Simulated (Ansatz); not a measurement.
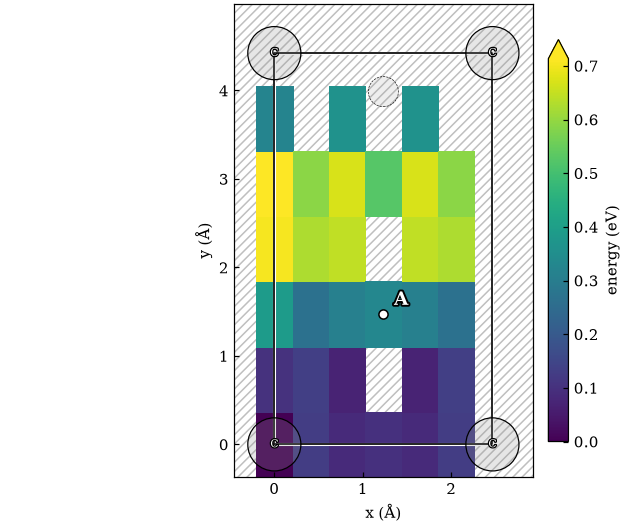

Si on a C(10−1) slab cut from the C2/m phase, its upper half relaxed before the scan (16 atoms of substrate and one adsorbate in a 2 × 1 cell). Si is moved over the surface cell at a fixed height above a rigid substrate; the origin of the map has the adsorbate above C15; the height is held at 3.10 Å. Places are given modulo a cell vector. The map is drawn in real space over the plane of the surface. The grid has 6 × 6 points; 20 points were computed and 11 follow by symmetry. At 5 points there is no value. Places are given in fractions of the 1 × 1 surface cell. Energies: eV, counted from the lowest grid point. Energies and slopes of some neighbouring points disagree (a jump in structure or state, or too coarse a mesh). The magnetic moment jumps between some neighbouring points. At a fixed height the lowest place need not be the adsorption site. Computed with DFT PBE+D3(BJ), scalar-relativistic, plane waves, PAW (Ansatz). Settings: cutoff 420 eV, k-mesh 6×6×1, gaussian smearing 0.05 eV, spin-polarised.

The picture shows one coloured cell a grid point, labelled circles for the atoms of the top layer and small ones for the second layer, the outline of one cell of the plane, one colour for all values above the top of the scale, hatched blanks where no value was computed, the point A.

Question: Is A at rest? If not, where is it pushed?

Answer: A, at (3/6, 2/6) of the cell vectors, is not a stationary point. The computed force is 0.32 eV/Å in the plane, pointing down in the picture (components 0.00 and −0.32 eV/Å).

PAW datasets: the set soft_1.
